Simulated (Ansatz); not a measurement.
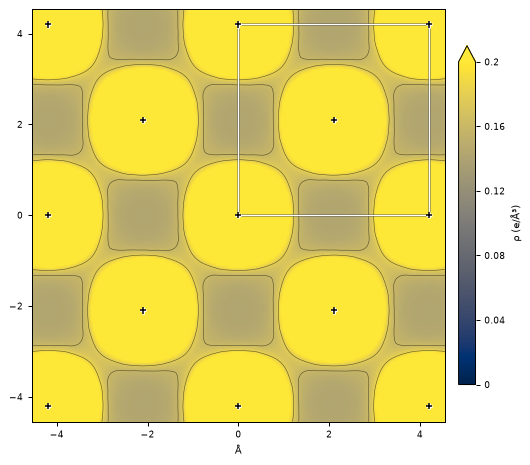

The valence pseudo-density on a plane through atoms (crosses mark nuclei in the plane).

These are results of Ansatz 0.2.0, DFT, BLYP, plane waves (420 eV) with PAW, scalar-relativistic, not measurements.

Candidates:
A. V, a = 2.60 Å, b = 2.60 Å, c = 9.40 Å, α = 90.00°, β = 90.00°, γ = 120.00°. Space group P6₃/mmc; set up as V, dhcp; a generated structure, not necessarily the stable one; changed on purpose from its base cell (volume × 0.96); computed pressure about 7 GPa in this cell; computed without spin polarisation.
B. Ti, a = 4.20 Å, b = 4.20 Å, c = 4.20 Å, α = 90.00°, β = 90.00°, γ = 90.00°. Space group Fm-3m; set up as Ti, fcc; a generated structure, not necessarily the stable one; changed on purpose from its base cell (volume × 1.04); computed pressure about −4 GPa in this cell; computed without spin polarisation.

**Which candidate gave the map?**

Candidate B: Ti on the (010) plane of the conventional cell, which holds Ti. Ti–Ti (2.97 Å): ρ at the midpoint is about 0.17 e/Å³.
